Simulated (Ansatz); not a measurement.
A series of calculations on Rh

Part 1: Relaxation

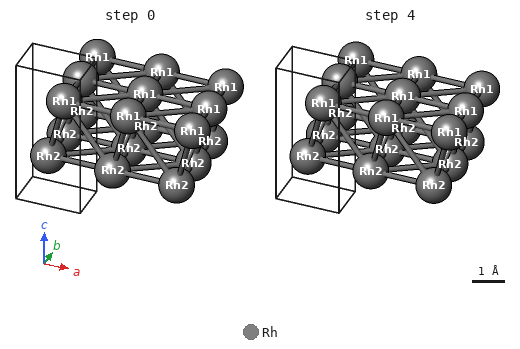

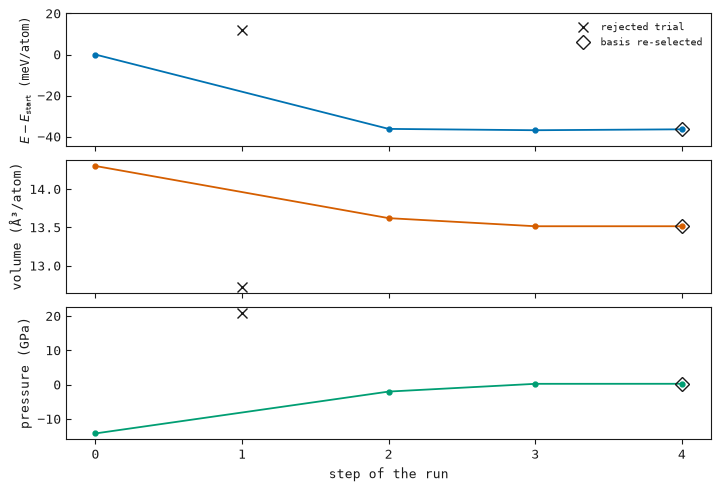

First and last geometry of a relaxation of a crystal of Rh (set up in P6_3/mmc) (coarse preliminary run), with the history of the run. Style: ball-and-stick. Shown: the cell of the calculation, repeated 3 × 3 × 1 with one cell outlined, slightly off an axis.

Computed with DFT PBEsol, scalar-relativistic, plane waves, PAW in Ansatz. Set-up: plane-wave cutoff 420 eV; k-point mesh 12 × 12 × 4; occupations gaussian; smearing width 0.1 eV; no spin polarisation; cell and atoms relaxed; force threshold 0.05 eV/Å; at most 80 steps.

> Did the run converge, and what did it change?

It converged. Over 2 accepted moves (4 points after the start) the energy falls by 36.4 meV per atom. All forces vanish by symmetry, so only the cell relaxes. Pressure: −14.20 GPa at the start and 0.27 GPa at the end. The line search rejected the trial step at point 1 of the run. At 1 point the geometry stayed and the basis and grid were re-selected for the new cell (energy shift of 0.4 meV per atom at most each time). No atom moves by more than 0.005 Å relative to the cell. The volume changes by −5.5 %, with a = b 2.731 → 2.682 Å (−1.8 %), c 4.428 → 4.338 Å (−2.0 %). Some distances before and after: Rh1–Rh2 2.718 → 2.665 Å, Rh1–Rh1 2.731 → 2.682 Å. The space group stays P6_3/mmc (No. 194).

Part 2: Relaxation

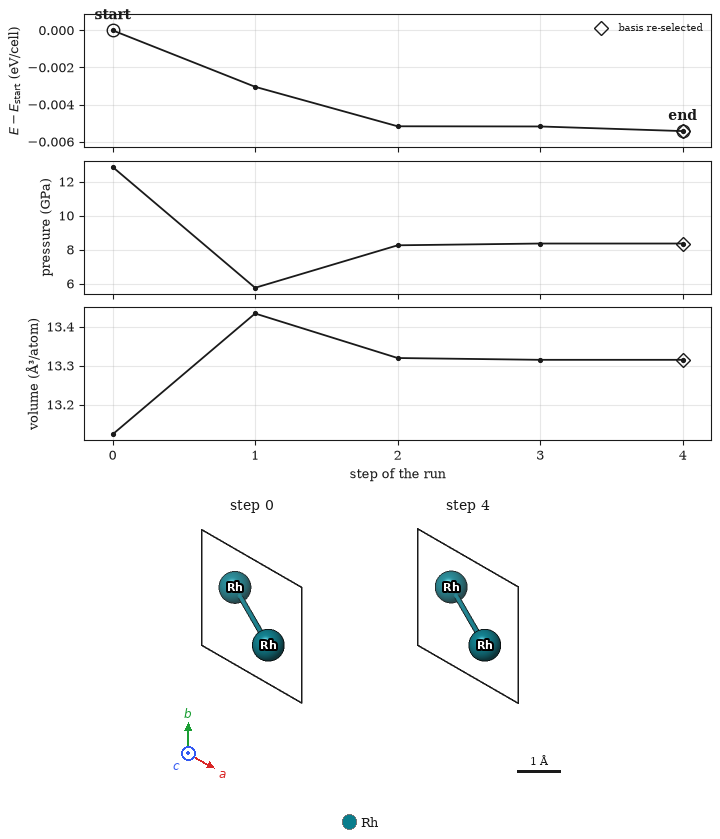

First and last geometry of a relaxation of crystalline Rh (set up in P6_3/mmc), with the history of the run. Style: ball-and-stick. Shown: the cell of the calculation, along the c axis.

Case: uniaxial strain along c of -6.0 %; a, b and atoms relaxed.

Level of theory: DFT PBEsol, scalar-relativistic, plane waves, PAW in Ansatz 0.2.0. Set-up: plane-wave cutoff 420 eV; k-point mesh 24 × 24 × 12; occupations gaussian; smearing width 0.1 eV; no spin polarisation; cell relaxed at fixed c, angles; force threshold 0.008 eV/Å; at most 40 steps.

Q: Read the history and describe the run.

A: It converged. The atoms keep their places relative to the cell (all moves are under 0.005 Å). Cell: a = b 2.729 → 2.749 Å (+0.7 %), c unchanged at 4.069 Å. Volume +1.5 %. Among the contacts that change: Rh–Rh 2.729 → 2.749 Å, Rh–Rh 2.573 → 2.580 Å. The space group stays P6_3/mmc (No. 194). Over 3 accepted moves (4 points after the start) the energy falls by 5.4 meV per cell of the calculation. The pressure goes from 12.87 to 8.36 GPa. At 1 point the geometry stayed and the basis and grid were re-selected for the new cell (energy shift of 0.2 meV per cell of the calculation at most each time).

Part 3: A change

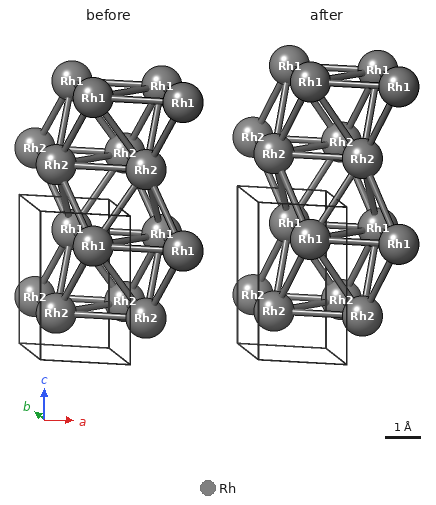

Left: crystalline Rh (set up in P6_3/mmc). Right: the same structure after one change, at the same scale. Style: ball-and-stick. Shown: the cell of the calculation, repeated 2 × 2 × 2 with one cell outlined, slightly off an axis.

The calculation used DFT PBEsol, scalar-relativistic, plane waves, PAW (Ansatz 0.2.0). Settings: plane-wave cutoff 420 eV; k-point mesh 24 × 24 × 12; occupations gaussian; smearing width 0.1 eV; no spin polarisation.

> What was changed?

Uniaxial strain along c, +6.0 %, is applied. The a and b axes and the atoms are relaxed.

> How do the computed properties respond?

It costs 48.4 meV per atom. Pressure: 0.0 GPa before, −6.3 GPa after. The principal stresses (compression positive) are −18.9 GPa along c and none across it. Cell: a = b 2.689 → 2.648 Å (−1.5 %), c 4.329 → 4.589 Å (+6.0 %). Volume +2.8 %. The atoms keep their places relative to the cell (all moves are under 0.005 Å). Among the bonded contacts that change: Rh–Rh 2.664 → 2.757 Å, Rh–Rh 2.689 → 2.648 Å. The space group stays P6_3/mmc (No. 194).

Part 4: Series

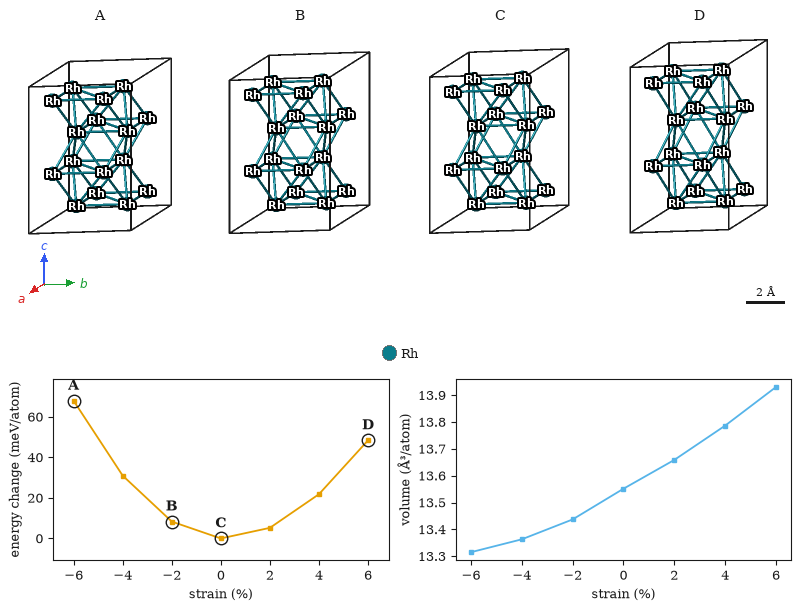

Members of a series of calculations on crystalline Rh (set up in P6_3/mmc), marked on the first curve. The picture is a ball-and-stick view of the cell of the calculation, repeated to show the pattern, seen slightly off an axis.

These are results of DFT PBEsol, scalar-relativistic, plane waves, PAW in Ansatz, not measurements. Set-up: plane-wave cutoff 420 eV; k-point mesh 24 × 24 × 12; occupations gaussian; smearing width 0.1 eV; no spin polarisation.

Question: Describe the series.

Answer: Uniaxial strain along c; a, b and atoms relaxed. A (strain −6.0 %): energy change 67.9 meV/atom, volume 13.32 Å³ per atom. B (strain −2.0 %): energy change 8.3 meV/atom, volume 13.44 Å³ per atom. C (strain 0.0 %): energy change 0.0 meV/atom, volume 13.55 Å³ per atom. D (strain 6.0 %): energy change 48.4 meV/atom, volume 13.93 Å³ per atom. The rest compares A with D. Cell: a = b 5.498 → 5.296 Å (−3.7 %), c 8.139 → 9.178 Å (+12.8 %). Volume +4.6 %. Some distances before and after: Rh–Rh 2.580 → 2.757 Å, Rh–Rh 2.749 → 2.648 Å.
